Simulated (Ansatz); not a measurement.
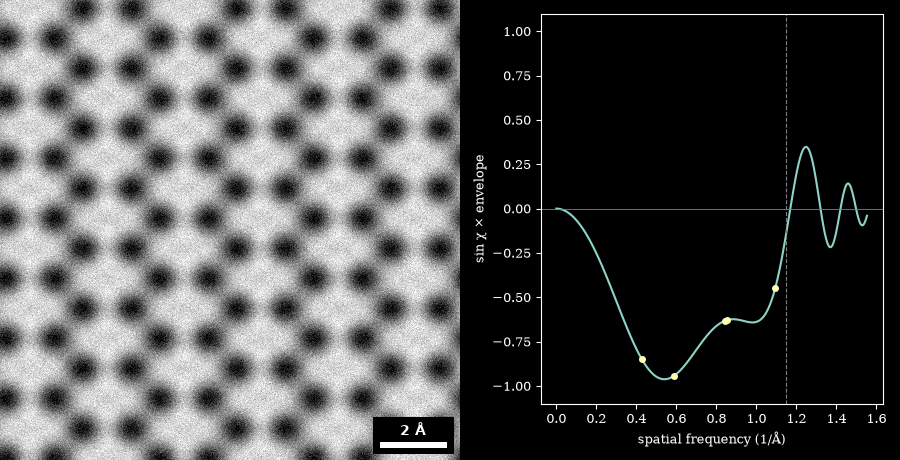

Phase-contrast TEM-like image of Mo (P6_3/mmc, No. 194) along [201]. Simulated in the weak-phase-object approximation with neutral-atom potentials: 300 kV, Cs = 40 µm, defocus −106 Å (negative is underfocus), defocus spread 15 Å, aperture 1.15 1/Å. Shot noise was added. Model: the input geometry of a calculation; the starting structure was generated, so it need not be a known form of this composition.

The plot gives the contrast transfer function, the aperture (dashed) and the crystal's spatial frequencies that carry visible contrast (dots).

### Do the atom columns appear dark or bright, and why?

Dark. With positive Cs and underfocus sin χ is negative over the pass band, so the strongest columns (Mo) come out darker than the background.

### What point resolution do these settings give, and which lattice spacings pass?

About 0.9 Å (0.66 |Cs|^(1/4) λ^(3/4) with λ = 0.0197 Å). The spacings that carry visible contrast are {100} at 2.34 Å, {102} at 1.70 Å, {112} at 1.19 Å, {200} at 1.17 Å, {114} at 0.91 Å.
